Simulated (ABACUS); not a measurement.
# A series of single points on SiC

System: SiC (F-43m, 2 atoms in the cell).
Method: Kohn-Sham DFT of a periodic cell, PBE, PseudoDojo NC SR 0.4.1 PBE standard, no spin polarisation (ABACUS 3.10.1).

The 7 runs differ only in the geometry, by an even scaling of the cell at fixed fractional positions. The structure derives from an entry of the Crystallography Open Database.

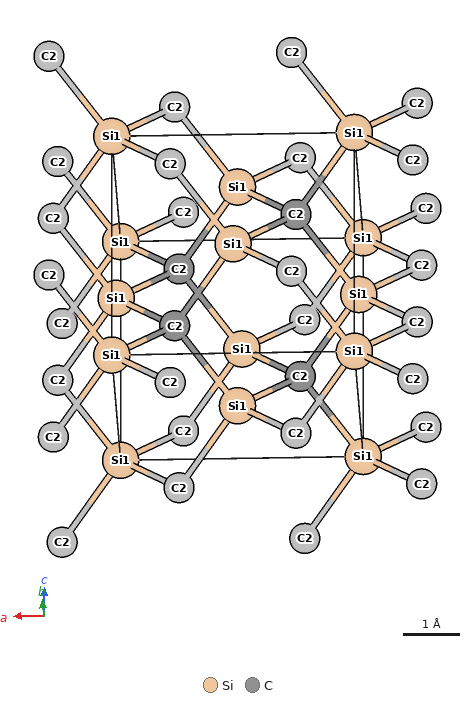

Figure 1. The structure of run 4 (ball-and-stick view of the cell 4 times as large as that of the calculation, set on its symmetry axes, seen at an oblique angle; neighbours outside the cell are drawn fainter; atoms are numbered from 1 in the order of the input).

**Input file of run 4**
```
INPUT_PARAMETERS
suffix              SiC
calculation         scf
basis_type          lcao
pseudo_dir          ./
orbital_dir         ./
symmetry            1
dft_functional      pbe
ecutwfc             100
pseudo_rcut         10
nspin               1
nbands              8
ks_solver           genelpa
smearing_method     fd
smearing_sigma      0.00367493
scf_thr             1e-07
scf_nmax            100
mixing_type         broyden
mixing_beta         0.7
cal_force           1
cal_stress          1
out_mul             1
```

**File STRU of run 4**
```
ATOMIC_SPECIES
Si 28.0850 Si.upf
C 12.0110 C.upf

NUMERICAL_ORBITAL
Si_confined-atom_7au_2s2p1d.orb
C_confined-atom_6au_2s2p1d.orb

LATTICE_CONSTANT
1.8897261246

LATTICE_VECTORS
0.0000000000 2.1790000000 2.1790000000
2.1790000000 0.0000000000 2.1790000000
2.1790000000 2.1790000000 0.0000000000

ATOMIC_POSITIONS
Direct

Si
0.0
1
0.0000000000 0.0000000000 0.0000000000 1 1 1

C
0.0
1
0.7500000000 0.7500000000 0.7500000000 1 1 1
```

**File KPT of run 4**
```
K_POINTS
0
Gamma
10 10 10 0 0 0
```

Command:
```bash
OMP_NUM_THREADS=1 mpirun -np 4 abacus > log
```

Run 6 differs from it as follows:
```diff
-0.0000000000 2.1790000000 2.1790000000
-2.1790000000 0.0000000000 2.1790000000
-2.1790000000 2.1790000000 0.0000000000
+0.0000000000 2.2076743409 2.2076743409
+2.2076743409 0.0000000000 2.2076743409
+2.2076743409 2.2076743409 0.0000000000
```

**Results, with one run withheld**

| run | volume per atom (Å³) | free energy per atom, from the lowest run given (meV) | pressure (GPa) | gap on the mesh (eV) |
| --- | --- | --- | --- | --- |
| 1 | 9.725 | 63.81 | 23.08 | 1.32 |
| 2 | 9.932 | 37.80 | 17.30 | 1.34 |
| 3 | 10.139 | 18.91 | 12.04 | 1.35 |
| 4 | 10.346 | 6.51 | 7.25 | 1.37 |
| 5 | 10.553 | 0.00 | 2.89 | 1.39 |
| 6 | 10.760 | ? | ? | ? |
| 7 | 10.967 | 2.65 | −4.71 | 1.41 |

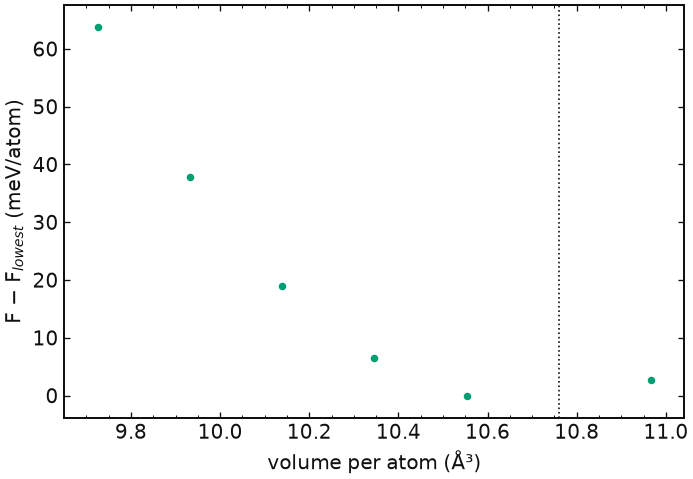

Figure 2. Free energy per atom of the runs given; the dotted line marks run 6.

Estimate the energy of run 6 from the others.

A cubic polynomial in V^(−2/3) (the Birch–Murnaghan form), fitted to the 6 runs given, misses them by under 0.01 meV per atom. With x = V^(−2/3) − 0.21174 Å⁻², it reads F = 10.712 + 4129.9 x + 3.5322e+05 x² − 1.8628e+05 x³ (meV per atom). At run 6 it gives −1.12 meV per atom, and the run itself gives −1.13. The slope of the fit gives a pressure −dF/dV of −1.08 GPa there, and the run prints −1.09 GPa. The fit has its minimum at 10.702 Å³ per atom, where V d²F/dV² gives 201 GPa: the bulk modulus at this level, since symmetry fixes the shape and the positions. The gap on the mesh goes, without turning, from 1.32 eV in run 1 to 1.41 eV in run 7; run 6 has 1.40 eV. These are gaps of this functional on this mesh, which can miss the band edges; they aren't the measured gap.

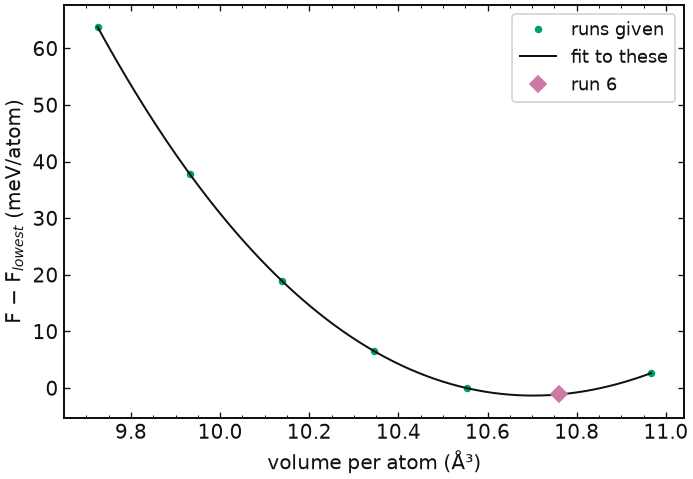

Figure 3. The fit and the withheld run.

**Some lines of the output (run 6)**
```
[...]
 E_Fermi        0.6671777231         9.0774186124
 E_Fermi        0.7414848568         10.0884190328
 E_Fermi        0.7141456017         9.7164493854
 E_Fermi        0.7159815879         9.7414292586
 E_Fermi        0.7162531067         9.7451234612
 E_Fermi        0.7163376295         9.7462734530
 E_Fermi        0.7163403748         9.7463108045
 E_Fermi        0.7163398502         9.7463036673
 E_KS(sigma->0) -20.5165110264       -279.1414530388
 E_Fermi        0.7163397676         9.7463025435
 final etot is -279.14145304 eV
 EFERMI = 9.7463025435 eV
 TOTAL-PRESSURE: -10.863774 KBAR
 !FINAL_ETOT_IS -279.1414530448208779 eV
```

Notes: Points of doubt noted for this run: home made orbitals.
